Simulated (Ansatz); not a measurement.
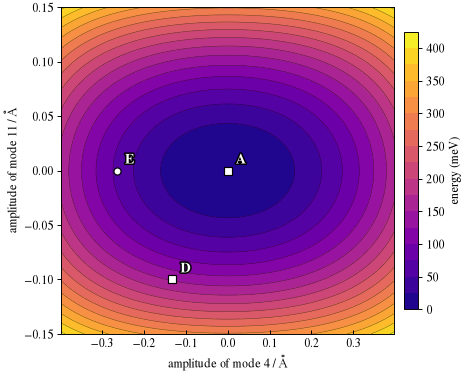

CdSe (F-43m, No. 216; 4 atoms in the cell). The energy is mapped over two normal modes frozen in (zone-centre modes of the 4-atom cell of this scan, which folds in the wave vector (0, 1/2, 1/2) of the primitive cell). The first coordinate is: amplitude of mode 4 (41 cm⁻¹), largest displacement; the second: amplitude of mode 11 (182 cm⁻¹), largest displacement. Nothing is relaxed (the cell and all other modes fixed). The grid has 7 × 7 points; 16 points were computed and 33 follow by symmetry. Points are written as (first, second). Energies: meV per cell, counted from the lowest grid point. The calculation used DFT PBEsol, scalar-relativistic, plane waves, PAW (Ansatz). Settings: cutoff 420 eV, k-mesh 8×8×6 in the order of the run's cell vectors, gaussian smearing 0.05 eV, no spin polarisation.

Drawn: filled contours, lettered points. Between grid points the surface is interpolated.

**Is D the lowest point of the computed grid?**

No. D lies 147 meV above the lowest grid point, which is at (0.000 Å, 0.00 Å).

**What kind of point is each of A, D, E: minimum, saddle, maximum or slope?**

A: minimum; D: on a slope; E: on a slope. (In these two coordinates alone; a stationary point may lie a little off the grid point.)

**Rank the lettered points by energy, lowest first.**

A (0 meV), E (70 meV), D (147 meV).
